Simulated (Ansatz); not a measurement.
**MgO: geometry relaxation**

System: MgO (F-43m, 2 atoms in the cell).
Method: DFT, r2SCAN, PAW with Ansatz's default frozen-core files, scalar-relativistic, no spin polarisation (Ansatz 0.2.0).

The structure was built on a prototype by a generator; it need not be a known phase. It belongs to a series of runs on one base structure; here: cell relaxed at zero pressure.

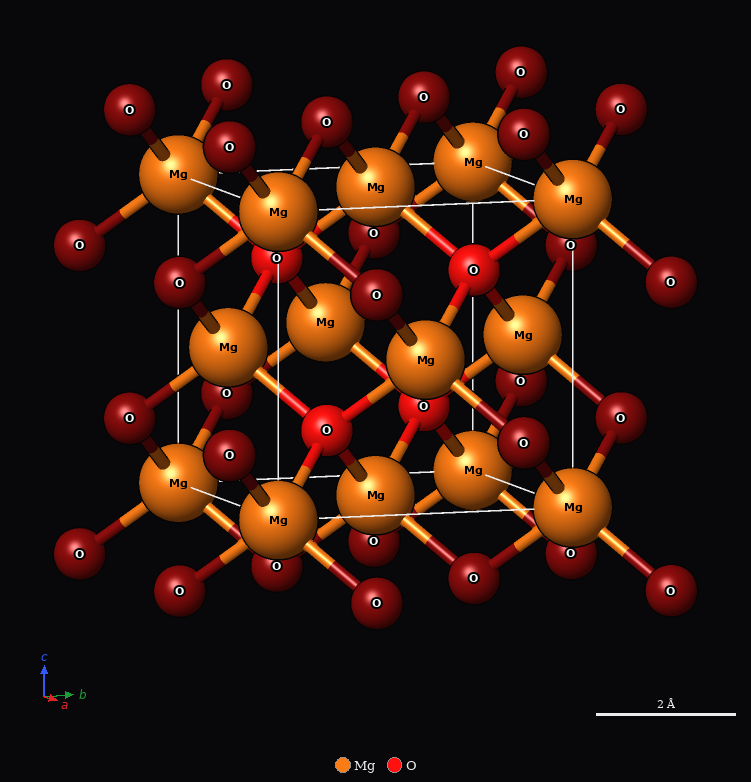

*The starting structure (ball-and-stick view of the cell 4 times as large as that of the calculation, set on its symmetry axes, seen slightly off an axis; neighbours outside the cell are drawn fainter). An atom can appear more than once, as a periodic image.*

Near neighbours in the periodic cell (some may lie outside the picture): Mg has 4 O at 1.95 Å; O has 4 Mg at 1.95 Å.

## Summary

| quantity | value |
| --- | --- |
| outcome | converged |
| space group (tolerance 0.01 Å) | F-43m (216) |
| electrons treated | 16 |
| free energy | −2498.0334 eV |
| Fermi energy | 6.686 eV |
| pressure | −0.02 GPa |
| final volume | 23.78 Å³ |
| largest force (length of the vector) at the end | under 0.001 eV/Å |
| final cell | a = 3.228 Å, b = 3.228 Å, c = 3.228 Å, α = 60.00°, β = 60.00°, γ = 60.00° |
| hardware | 1 thread of Arm Neoverse V1, 112 GiB of memory available, shared host |
| wall time | 32 s |
| peak memory | 0.44 GiB |

## The input
```yaml
crystal:
  lattice:
    - [0.0, 2.2468001554, 2.2468001554]
    - [2.2468001554, 0.0, 2.2468001554]
    - [2.2468001554, 2.2468001554, 0.0]
  atoms:
    - { symbol: Mg, position: [0.0, 0.0, 0.0] }
    - { symbol: O, position: [0.25, 0.25, 0.25] }
kpoints:
  mp_grid: { grid: [16, 16, 16] }
scf:
  occupations: { method: fermi_dirac, width: 0.1 }
hamiltonian:
  xc: r2scan
  pseudopotentials: { kind: paw }
output:
  forces: true
  stress: true
relax:
  f_tol: 0.005
  max_steps: 40
  cell: {}
```

Launch command:
```bash
ansatz run input.yaml --threads 1 --pin off --max-ram 2048MiB --backend cpu --events-out ev --progress --plain --runs-dir out
```

## Output
```
Engine: ansatz 0.2.0, aarch64-unknown-linux-gnu
Pseudopotentials: kind: paw
Pseudopotential: Mg, paw, valence charge 10, recommended cutoff 500 eV (meta_gga), Mg.paw.azcp
Pseudopotential: O, paw, valence charge 6, recommended cutoff 500 eV (meta_gga), O.paw.azcp
Functional definition: r2SCAN
  parameter k0 = 0.174
  parameter k1 = 0.065
  parameter a1 = 4.9479
  exchange = r2scan_x(k0 = k0, k1 = k1, a1 = a1)
  correlation = r2scan_c
Crystal: 2 atoms, lattice volume = 22.684 Å³
Basis set: ecut = 500 eV, 561 PW (Γ), exchange–correlation on 96×96×96 points (64 copies of the dense FFT grid, shifted against one another)
Bands: 12, of which v1, the nominal top of the filled ones, is band 8 counted from 1 (7 counted from 0)
Symmetry: 24 space group operations
Space group: F-43m (ITA 216), of the structure as read, at distance tolerance 2.8e-5 Å
k-points: 145 of 4096 (time reversal used)
Non-local potential: Mg, projectors of the file, l = 0: 3, l = 1: 2, l = 2: 1
Non-local potential: O, projectors of the file, l = 0: 2, l = 1: 2, l = 2: 1
PAW form: soft (Blöchl's): semilocal exchange-correlation on the pseudo side does not see the compensation charge
PAW frozen core: Mg, regenerated for the run's functional (the file was generated under x = pbe(κ = 0.804, μ = 0.2195149727645171), c = pbe(β = 0.06672455060314922))
PAW frozen core: O, regenerated for the run's functional (the file was generated under x = pbe(κ = 0.804, μ = 0.2195149727645171), c = pbe(β = 0.06672455060314922))
PAW one-centre angular grid: Mg, 302 points (default); XC on 224 Gauss nodes
PAW one-centre angular grid: O, 302 points (default); XC on 160 Gauss nodes
Initial density: superposition of atomic densities (neutral atoms: chi_scale 0, normalization atom), corrected by the library's trained network
Initial wavefunctions: pseudopotential atomic-orbital guess
Functional: x = r2scan, c = r2scan; τ floored in thin density (d = 2e-4 eV/Å³)
SCF iter   1: F=—  HF=-2497.960923 eV  |F-HF|=—  |Δ(HF+E_count)|=         —  Δρ=8.50e-3  dr2=8.68e-3  dr2_τ=7.31e-2  ethr=1.77e-3  ⟨swp⟩=5.2  Hψ=10511  notcnv=0
preconditioner: auto → none  [insulator: Δε(μ)=4.675 eV  Ē_g=18.553 eV  σ=0.100 eV  W_gap=1.00  n_scr=8 (ndim 8)  ℏωp=22.1 eV  f_vac=0.004  D(μ)=0.00/eV (n_scr^D=0)  ε∞_Penn≈2.4]
SCF iter   2: F=—  HF=-2498.012273 eV  |F-HF|=—  |Δ(HF+E_count)|=   5.14e-2  Δρ=4.06e-3  dr2=1.23e-3  dr2_τ=2.38e-4  ethr=5.42e-5  ⟨swp⟩=2.0  Hψ=4640  notcnv=0
SCF iter   3: F=—  HF=-2498.012412 eV  |F-HF|=—  |Δ(HF+E_count)|=   1.39e-4  Δρ=1.06e-3  dr2=2.64e-4  dr2_τ=3.62e-5  ethr=7.67e-6  ⟨swp⟩=3.0  Hψ=2900  notcnv=0
SCF iter   4: F=—  HF=-2498.012383 eV  |F-HF|=—  |Δ(HF+E_count)|=   2.95e-5  Δρ=5.19e-4  dr2=3.43e-5  dr2_τ=5.40e-6  ethr=1.65e-6  ⟨swp⟩=2.0  Hψ=2294  notcnv=0
SCF iter   5: F=—  HF=-2498.012376 eV  |F-HF|=—  |Δ(HF+E_count)|=   7.28e-6  Δρ=7.60e-5  dr2=6.71e-7  dr2_τ=5.61e-8  ethr=2.14e-7  ⟨swp⟩=2.0  Hψ=2115  notcnv=0
SCF iter   6: F=-2498.012376 eV  HF=-2498.012376 eV  |F-HF|=1.94e-9  |Δ(HF+E_count)|=   2.31e-7  Δρ=5.17e-6  dr2=2.21e-9  dr2_τ=6.71e-10  ethr=6.25e-10  ⟨swp⟩=5.0  Hψ=5801  notcnv=0
SCF 1 converged in 6 iterations: F = -2498.012376 eV  dr2 = 2.21e-9
  greatest PAW one-centre occupation: 1.000 electrons in one spin orbital (limit 2), on the Mg atom at site 0 (counted from 0), in its partial waves of l = 0
relax step   1: F+E_penalty+E_count = -2498.01237574 eV  Δ(F+E_penalty+E_count) = +0.000e0 eV  max|allowed force component| = 1.688e-16 eV/Å  Δτ_max = 0.0000 Å  P = +6.458 GPa  Ω = 22.684 Å³  (6 SCF iters, dr2 threshold 1.00e-7 eV, accepted)
Crystal: 2 atoms, lattice volume = 23.138 Å³
Basis set: ecut = 500 eV, 609 PW (Γ), exchange–correlation on 96×96×96 points (64 copies of the dense FFT grid, shifted against one another)
Initial density: handed on by an earlier stage of this run
Initial wavefunctions: those handed on with the density
iter 1 solved again at ethr=7.98e-6 eV; its pass at ethr=3.10e-3 eV (dr2=1.28e-3 eV) is discarded
SCF iter   1: F=—  HF=-2498.024825 eV  |F-HF|=—  |Δ(HF+E_count)|=         —  Δρ=2.29e-3  dr2=1.25e-3  dr2_τ=2.65e-3  ethr=7.98e-6  ⟨swp⟩=1.0  Hψ=11534  notcnv=0
automatic band count: iteration 1 solves 11 bands in place of 12: the levels show a gap, and the empty bands left out lie too high to hold charge; the band table lists the bands solved (type scf.n_extra_bands for more)
preconditioner: auto → none  [insulator: Δε(μ)=4.464 eV  Ē_g=16.985 eV  σ=0.100 eV  W_gap=1.00  n_scr=8 (ndim 8)  ℏωp=21.8 eV  f_vac=0.025  D(μ)=0.00/eV (n_scr^D=0)  ε∞_Penn≈2.7]
SCF iter   2: F=—  HF=-2498.026328 eV  |F-HF|=—  |Δ(HF+E_count)|=   1.50e-3  Δρ=1.01e-3  dr2=1.36e-4  dr2_τ=5.02e-5  ethr=7.78e-6  ⟨swp⟩=2.0  Hψ=2465  notcnv=0
SCF iter   3: F=—  HF=-2498.026321 eV  |F-HF|=—  |Δ(HF+E_count)|=   6.86e-6  Δρ=3.35e-4  dr2=2.67e-5  dr2_τ=2.49e-6  ethr=8.49e-7  ⟨swp⟩=2.0  Hψ=2132  notcnv=0
SCF iter   4: F=—  HF=-2498.026326 eV  |F-HF|=—  |Δ(HF+E_count)|=   4.83e-6  Δρ=1.22e-4  dr2=3.36e-6  dr2_τ=2.16e-7  ethr=1.67e-7  ⟨swp⟩=1.7  Hψ=1981  notcnv=0
SCF iter   5: F=-2498.026327 eV  HF=-2498.026327 eV  |F-HF|=3.33e-8  |Δ(HF+E_count)|=   1.00e-6  Δρ=3.06e-5  dr2=1.76e-7  dr2_τ=1.51e-8  ethr=1.25e-9  ⟨swp⟩=3.0  Hψ=6812  notcnv=0
SCF 2 converged in 5 iterations: F = -2498.026327 eV  dr2 = 1.76e-7
relax step   2: F+E_penalty+E_count = -2498.02632698 eV  Δ(F+E_penalty+E_count) = -1.395e-2 eV  max|allowed force component| = 1.110e-16 eV/Å  Δτ_max = 0.0000 Å  P = +3.588 GPa  Ω = 23.138 Å³  energy of the carried Pulay correction = -2.252e-4 eV  (5 SCF iters, dr2 threshold 2.00e-7 eV, accepted)
Crystal: 2 atoms, lattice volume = 23.732 Å³
iter 1 solved again at ethr=1.25e-5 eV; its pass at ethr=3.10e-3 eV (dr2=2.00e-3 eV) is discarded
SCF iter   1: F=—  HF=-2498.030452 eV  |F-HF|=—  |Δ(HF+E_count)|=         —  Δρ=2.78e-3  dr2=1.93e-3  dr2_τ=4.24e-3  ethr=1.25e-5  ⟨swp⟩=1.2  Hψ=11743  notcnv=0
automatic band count: iteration 1 solves 11 bands in place of 12: the levels show a gap, and the empty bands left out lie too high to hold charge; the band table lists the bands solved (type scf.n_extra_bands for more)
preconditioner: auto → none  [insulator: Δε(μ)=4.303 eV  Ē_g=16.742 eV  σ=0.100 eV  W_gap=1.00  n_scr=8 (ndim 8)  ℏωp=21.6 eV  f_vac=0.027  D(μ)=0.00/eV (n_scr^D=0)  ε∞_Penn≈2.7]
SCF iter   2: F=—  HF=-2498.032984 eV  |F-HF|=—  |Δ(HF+E_count)|=   2.53e-3  Δρ=1.26e-3  dr2=2.21e-4  dr2_τ=7.67e-5  ethr=1.21e-5  ⟨swp⟩=2.0  Hψ=2606  notcnv=0
SCF iter   3: F=—  HF=-2498.032977 eV  |F-HF|=—  |Δ(HF+E_count)|=   7.06e-6  Δρ=4.32e-4  dr2=4.67e-5  dr2_τ=4.47e-6  ethr=1.38e-6  ⟨swp⟩=2.0  Hψ=2129  notcnv=0
SCF iter   4: F=—  HF=-2498.032984 eV  |F-HF|=—  |Δ(HF+E_count)|=   7.46e-6  Δρ=1.63e-4  dr2=6.63e-6  dr2_τ=3.77e-7  ethr=2.92e-7  ⟨swp⟩=1.2  Hψ=1719  notcnv=0
SCF iter   5: F=—  HF=-2498.032986 eV  |F-HF|=—  |Δ(HF+E_count)|=   1.79e-6  Δρ=4.30e-5  dr2=3.77e-7  dr2_τ=3.07e-8  ethr=4.14e-8  ⟨swp⟩=2.0  Hψ=2626  notcnv=0
SCF iter   6: F=-2498.032986 eV  HF=-2498.032986 eV  |F-HF|=1.06e-9  |Δ(HF+E_count)|=   1.25e-7  Δρ=5.46e-6  dr2=8.35e-9  dr2_τ=4.58e-10  ethr=1.25e-9  ⟨swp⟩=4.0  Hψ=5104  notcnv=0
SCF 3 converged in 6 iterations: F = -2498.032986 eV  dr2 = 8.35e-9
relax step   3: F+E_penalty+E_count = -2498.03298604 eV  Δ(F+E_penalty+E_count) = -6.659e-3 eV  max|allowed force component| = 1.058e-16 eV/Å  Δτ_max = 0.0000 Å  P = +0.230 GPa  Ω = 23.732 Å³  energy of the carried Pulay correction = -5.130e-4 eV  (6 SCF iters, dr2 threshold 2.00e-7 eV, accepted)
Crystal: 2 atoms, lattice volume = 23.776 Å³
iter 1 solved again at ethr=6.68e-8 eV; its pass at ethr=3.10e-3 eV (dr2=1.07e-5 eV) is discarded
SCF iter   1: F=—  HF=-2498.032985 eV  |F-HF|=—  |Δ(HF+E_count)|=         —  Δρ=2.00e-4  dr2=9.97e-6  dr2_τ=2.16e-5  ethr=6.68e-8  ⟨swp⟩=2.6  Hψ=11065  notcnv=0
automatic band count: iteration 1 solves 11 bands in place of 12: the levels show a gap, and the empty bands left out lie too high to hold charge; the band table lists the bands solved (type scf.n_extra_bands for more)
preconditioner: auto → none  [insulator: Δε(μ)=4.331 eV  Ē_g=16.776 eV  σ=0.100 eV  W_gap=1.00  n_scr=8 (ndim 8)  ℏωp=21.5 eV  f_vac=0.022  D(μ)=0.00/eV (n_scr^D=0)  ε∞_Penn≈2.6]
SCF iter   2: F=—  HF=-2498.032996 eV  |F-HF|=—  |Δ(HF+E_count)|=   1.15e-5  Δρ=9.22e-5  dr2=1.20e-6  dr2_τ=4.00e-7  ethr=6.23e-8  ⟨swp⟩=2.0  Hψ=2175  notcnv=0
SCF iter   3: F=—  HF=-2498.032996 eV  |F-HF|=—  |Δ(HF+E_count)|=   2.19e-8  Δρ=3.20e-5  dr2=2.55e-7  dr2_τ=2.47e-8  ethr=7.48e-9  ⟨swp⟩=2.0  Hψ=2137  notcnv=0
SCF iter   4: F=-2498.032996 eV  HF=-2498.032996 eV  |F-HF|=5.80e-9  |Δ(HF+E_count)|=   4.51e-8  Δρ=1.20e-5  dr2=3.59e-8  dr2_τ=2.10e-9  ethr=8.27e-10  ⟨swp⟩=4.0  Hψ=5072  notcnv=0
SCF 4 converged in 4 iterations: F = -2498.032996 eV  dr2 = 3.59e-8
relax step   4: F+E_penalty+E_count = -2498.03299648 eV  Δ(F+E_penalty+E_count) = -1.044e-5 eV  max|allowed force component| = 1.469e-16 eV/Å  Δτ_max = 0.0000 Å  P = +0.001 GPa  Ω = 23.776 Å³  energy of the carried Pulay correction = -5.337e-4 eV  (4 SCF iters, dr2 threshold 1.32e-7 eV, accepted)
Initial wavefunctions: pseudopotential atomic-orbital guess (no wavefunctions were taken with the density)
iter 1 solved again at ethr=1.39e-8 eV; its pass at ethr=3.10e-3 eV (dr2=2.22e-6 eV) is discarded
SCF iter   1: F=—  HF=-2498.033360 eV  |F-HF|=—  |Δ(HF+E_count)|=         —  Δρ=2.55e-4  dr2=4.99e-7  dr2_τ=1.04e-6  ethr=1.39e-8  ⟨swp⟩=3.6  Hψ=15465  notcnv=0
preconditioner: auto → none  [insulator: Δε(μ)=4.334 eV  Ē_g=17.950 eV  σ=0.100 eV  W_gap=1.00  n_scr=8 (ndim 8)  ℏωp=21.5 eV  f_vac=0.021  D(μ)=0.00/eV (n_scr^D=0)  ε∞_Penn≈2.4]
SCF iter   2: F=—  HF=-2498.033422 eV  |F-HF|=—  |Δ(HF+E_count)|=   6.17e-5  Δρ=1.27e-4  dr2=1.27e-7  dr2_τ=1.76e-6  ethr=3.12e-9  ⟨swp⟩=2.0  Hψ=2320  notcnv=0
SCF iter   3: F=—  HF=-2498.033439 eV  |F-HF|=—  |Δ(HF+E_count)|=   1.72e-5  Δρ=1.12e-5  dr2=2.35e-8  dr2_τ=3.23e-9  ethr=7.92e-10  ⟨swp⟩=2.0  Hψ=2320  notcnv=0
SCF iter   4: F=—  HF=-2498.033439 eV  |F-HF|=—  |Δ(HF+E_count)|=   1.61e-8  Δρ=2.46e-6  dr2=7.30e-10  dr2_τ=7.07e-11  ethr=1.47e-10  ⟨swp⟩=2.0  Hψ=2180  notcnv=0
SCF iter   5: F=—  HF=-2498.033439 eV  |F-HF|=—  |Δ(HF+E_count)|=   3.44e-9  Δρ=7.90e-7  dr2=1.21e-10  dr2_τ=1.72e-11  ethr=4.56e-12  ⟨swp⟩=2.0  Hψ=2320  notcnv=0
SCF iter   6: F=-2498.033439 eV  HF=-2498.033439 eV  |F-HF|=2.73e-12  |Δ(HF+E_count)|=  8.64e-11  Δρ=1.60e-7  dr2=4.46e-12  dr2_τ=5.52e-13  ethr=1.00e-12  ⟨swp⟩=4.7  Hψ=7545  notcnv=0
SCF 5 converged in 6 iterations: F = -2498.033439 eV  dr2 = 4.46e-12
relax step   5: F+E_penalty+E_count = -2498.03343914 eV  Δ(F+E_penalty+E_count) = -4.427e-4 eV  max|allowed force component| = 1.058e-16 eV/Å  Δτ_max = 0.0000 Å  P = -0.024 GPa  Ω = 23.776 Å³  stress off target by 2.40e-2 GPa  SCF on the basis re-selected at this cell (its energy is not comparable with the rows above)  (6 SCF iters)
```

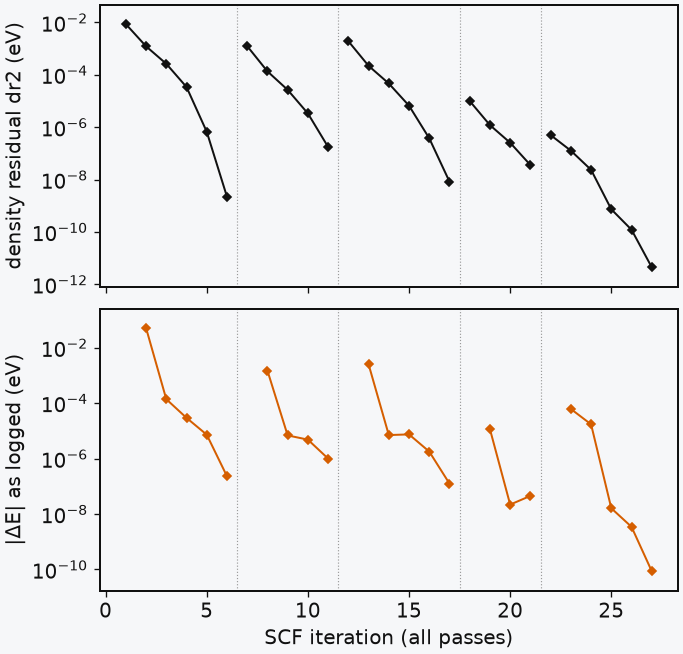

*Convergence of the self-consistent field: density residual dr2 and size of the energy change against the SCF iteration. The dotted lines part the SCF passes of the relaxation: geometry steps, rejected trials and re-solves on a re-selected basis.*

The 5 passes take 4 to 6 iterations each, 27 in all.

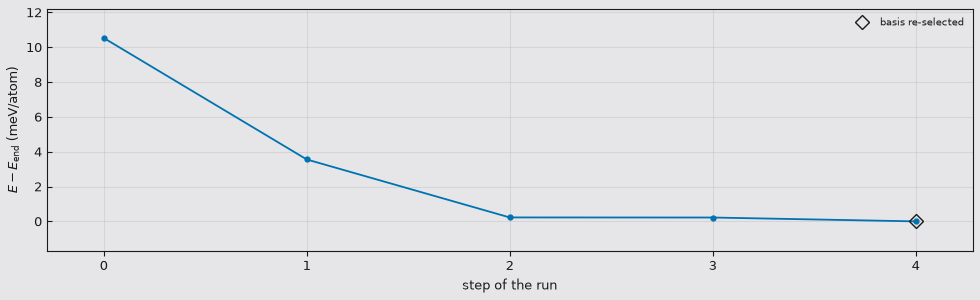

*Progress of the relaxation, step by step (the first geometry is step 0 here and step 1 in the log).*

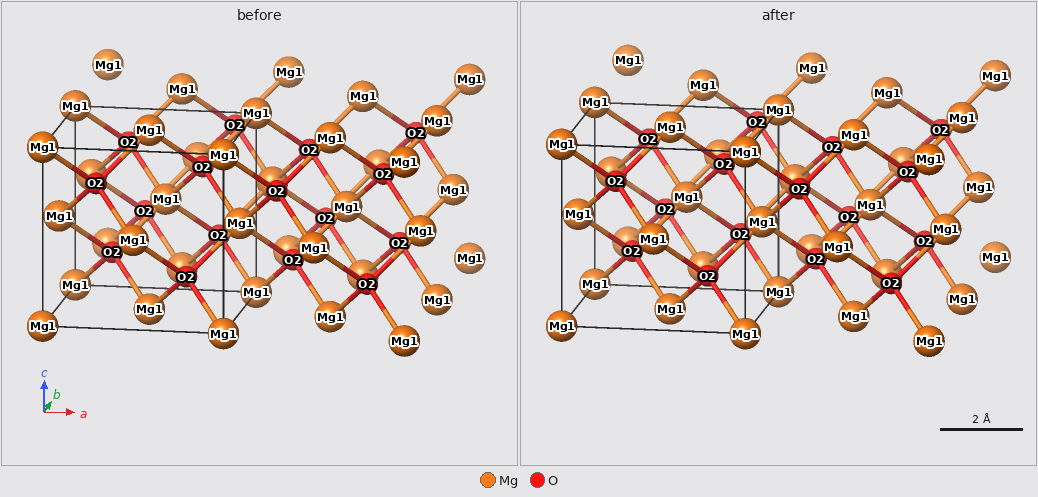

*Before (left) and after (right) the relaxation, at one scale (ball-and-stick view of the cell 4 times as large as that of the calculation, set on its symmetry axes, repeated 2 × 2 × 1, seen slightly off an axis).*

The atoms keep their places relative to the cell (all moves are under 0.005 Å). Cell: a = b = c 4.494 → 4.565 Å (+1.6 %). Volume +4.8 %. Among the contacts that change: Mg1–O2 1.946 → 1.977 Å. The space group stays F-43m (No. 216). Over 3 geometry steps the energy falls by 10.3 meV per atom. All forces vanish by symmetry, so only the cell relaxes. Pressure: 6.46 GPa at the start and −0.02 GPa at the end. A last SCF at the same geometry on a re-selected plane-wave basis shifts the energy by −0.2 meV per atom. (Atoms are counted from 1 in the order of the input.)

```
basis re-selected at this cell: Δ(F+E_penalty+E_count) = -4.427e-4 eV, ΔP = -0.025 GPa vs the last step (what re-selecting the basis moved, of the pressure what is left beyond the Pulay correction that the steps carried, after the strain that the cell walked since its last selection, with what the two solves' SCF thresholds leave and, on support functions, any second-order correction that the steps lacked; it is no measure of the basis error at this ecutwfc). This SCF's stress stands 2.40e-2 GPa from its target on what of the cell is left free (relax.cell.stress_tol is 5.00e-2 GPa) and its largest allowed force component is 1.06e-16 eV/Å (relax.f_tol is 5.00e-3 eV/Å): within both
SCF converged after 6 iterations
Free energy (F): -2498.033439 eV
Harris-Foulkes:  -2498.033439 eV  (|F-HF|=2.73e-12)
Internal energy: -2498.033439 eV  (E = F + TS)
E sigma→0 (E₀):  -2498.033439 eV
Fermi energy:    6.686127 eV
--- Per-component energies (eV) ---
  E_band       = -354.734178
  E_kinetic    = 254.853617
  E_local      = -1869.199599  (includes V_loc(G=0)·N_el)
  E_nonlocal   = 142.786380
  E_hartree    = 666.945146
  E_xc         = -102.399218
  E_vxc        = -148.062893  (∫ρ·V_xc dr)
  E_paw        = -455.635727  (= ΣΔE_a)
  E_vpaw       = -78.797589  (= ΣTr[D̂ρ^β])
  E_aug_tail   = 0.000925  (compensation charges beyond the density's cutoff)
  E_vtau       = 9.794710  (kinetic-family band-sum trace: ∫τ·v_τ [+ j·A + Jᵃ·Aᵃ] dr)
  E_ewald      = -1135.326814
  E_core_change = -0.058149  (= ΣΔE_core)
  E_smearing   = -0.000000  (= −TS)
  E_closure    = -0.000000  (closes the sum)
  Σ components = -2498.033439   (vs F -2498.033439, Δ=0.00e0)
--- Forces (eV/Å), atoms counted from 1 ---
  atom   1  Mg    -0.00000000    -0.00000000    -0.00000000
  atom   2  O      0.00000000     0.00000000     0.00000000
  max |Σ_I F_I| component: 1.41e-16 eV/Å
--- Stress (GPa, compression-positive) ---
       -0.023970       0.000000      -0.000000
        0.000000      -0.023970       0.000000
       -0.000000       0.000000      -0.023970
  P = ⅓ Tr σ = -0.0240 GPa (-0.240 kbar)
--- Relaxed structure (4 steps of the walk, 4 accepted, 1 SCFs on fresh bases) ---
  F+E_penalty+E_count = -2498.03343914 eV   max|allowed force component| = 1.058e-16 eV/Å   (the final SCF, on the basis selected at the relaxed cell)
  cell:  # Å, volume = 23.7755 Å³
    - [1.3647940564074337e-33, 2.282268845371274, 2.282268845371274]
    - [2.282268845371274, 4.992820751401313e-34, 2.282268845371274]
    - [2.282268845371274, 2.282268845371274, 1.4769565848686656e-33]
  atoms:
    - { symbol: Mg, position: [1.6072273437613215e-34, 8.214717534780091e-35, 1.7500919965401055e-34] }
    - { symbol: O, position: [0.24999999999999997, 0.24999999999999997, 0.24999999999999997] }
```

## Trajectory as extended XYZ (Å, eV, eV/Å), 5 frames, from step=1 to step=5
```
2
Lattice="0.0000 2.2468 2.2468 2.2468 0.0000 2.2468 2.2468 2.2468 0.0000" Properties=species:S:1:pos:R:3:forces:R:3 step=1 energy=-2498.01238 pressure_GPa=6.46
Mg    0.0000    0.0000    0.0000    0.0000   0.0000   0.0000
O     1.1234    1.1234    1.1234    0.0000   0.0000   0.0000
2
Lattice="0.0000 2.2617 2.2617 2.2617 0.0000 2.2617 2.2617 2.2617 0.0000" Properties=species:S:1:pos:R:3:forces:R:3 step=2 energy=-2498.02633 pressure_GPa=3.59
Mg    0.0000    0.0000    0.0000    0.0000   0.0000   0.0000
O     1.1308    1.1308    1.1308    0.0000   0.0000   0.0000
2
Lattice="0.0000 2.2809 2.2809 2.2809 0.0000 2.2809 2.2809 2.2809 0.0000" Properties=species:S:1:pos:R:3:forces:R:3 step=3 energy=-2498.03299 pressure_GPa=0.23
Mg    0.0000    0.0000    0.0000    0.0000   0.0000   0.0000
O     1.1404    1.1404    1.1404    0.0000   0.0000   0.0000
2
Lattice="0.0000 2.2823 2.2823 2.2823 0.0000 2.2823 2.2823 2.2823 0.0000" Properties=species:S:1:pos:R:3:forces:R:3 step=4 energy=-2498.03300 pressure_GPa=0.00
Mg    0.0000    0.0000    0.0000    0.0000   0.0000   0.0000
O     1.1411    1.1411    1.1411    0.0000   0.0000   0.0000
2
Lattice="0.0000 2.2823 2.2823 2.2823 0.0000 2.2823 2.2823 2.2823 0.0000" Properties=species:S:1:pos:R:3:forces:R:3 step=5 energy=-2498.03344 pressure_GPa=-0.02
Mg    0.0000    0.0000    0.0000    0.0000   0.0000   0.0000
O     1.1411    1.1411    1.1411    0.0000   0.0000   0.0000
```
